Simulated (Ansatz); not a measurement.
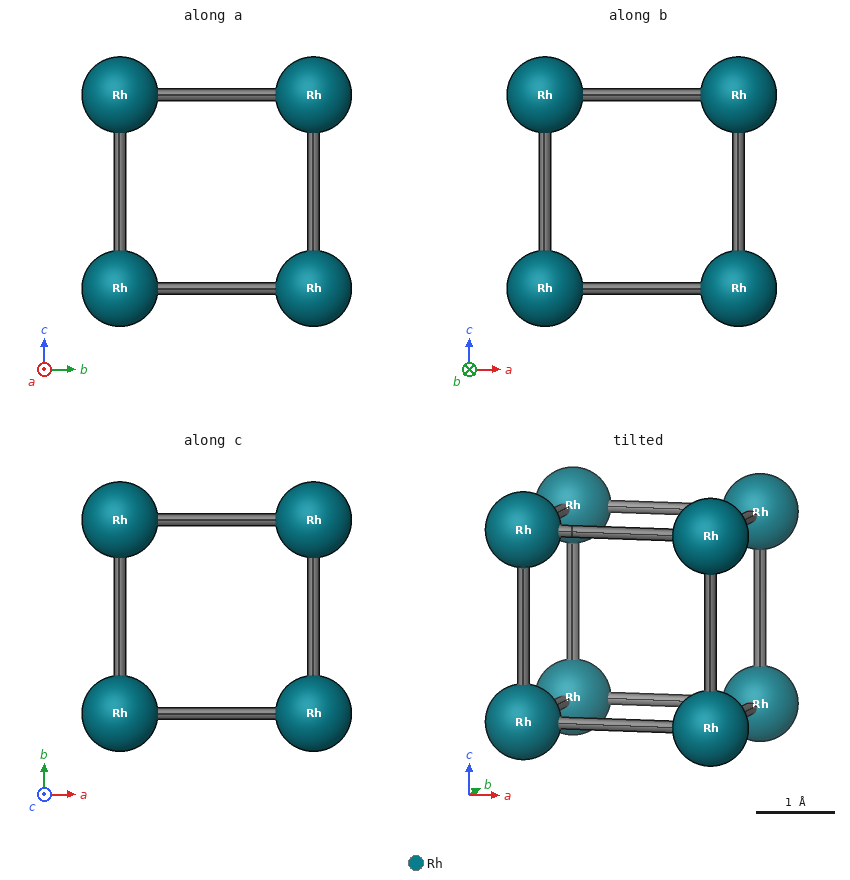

The crystal in a ball-and-stick representation, seen along the a axis, along the b axis, along the c axis and slightly off an axis. The box is the conventional unit cell; atoms on or close to its faces, edges and corners are drawn wherever they repeat.

Lattice parameters: a = 2.512 Å, b = 2.512 Å, c = 2.512 Å, α = 90.00°, β = 90.00°, γ = 90.00°.

Set out the cell and atoms as a table of Wyckoff sites.

Answer. Space group Pm-3m (No. 221).
```
atom  site       x       y       z
  Rh    1a  0.0000  0.0000  0.0000
```

Its origin is a structure type filled with this element by a generator (whether the element takes this form wasn't checked). The final geometry of a relaxation with DFT r2SCAN, scalar-relativistic, plane waves, PAW (Ansatz 0.2.0) is shown.
